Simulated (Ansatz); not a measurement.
System: CdS, space group P6_3mc (No. 186), 8 atoms in the cell, relaxed with r2SCAN.

```
Cd S
1.0
     4.16060    0.00000    0.00000
    -2.08030    3.60318    0.00000
     0.00000    0.00000   13.55419
Cd S
4 4
Cartesian
  0.0000 0.0000 -0.0047
  0.0000 2.4021 3.3871
  0.0000 0.0000 6.7724
  2.0803 1.2011 10.1642
  0.0000 0.0000 2.5434
  0.0000 2.4021 5.9342
  0.0000 0.0000 9.3205
  2.0803 1.2011 12.7113
```

Ansatz; PBE, Ansatz PAW set, no spin polarisation, no spin-orbit coupling, 12×12×2 k mesh, 420 eV cutoff.

Predict the main features of the density of states.

There is a gap; over the k points computed it is 1.13 eV (direct to within 0.02 eV). Within the window shown, the tallest peak of the filled states lies 1.1 eV under the valence-band top, at about 9.7 states per eV and cell.

LDA, GGA and most meta-GGA functionals understate gaps. The usual form of CdS is wurtzite or zincblende.

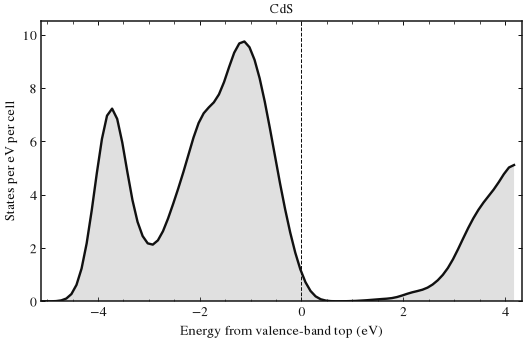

Density of states. Energies are counted from the top of the valence band. The DOS curve is built from the levels of the k mesh with Gaussians 0.55 eV wide, which also blur the band edges; ripples of that width can come from the mesh.
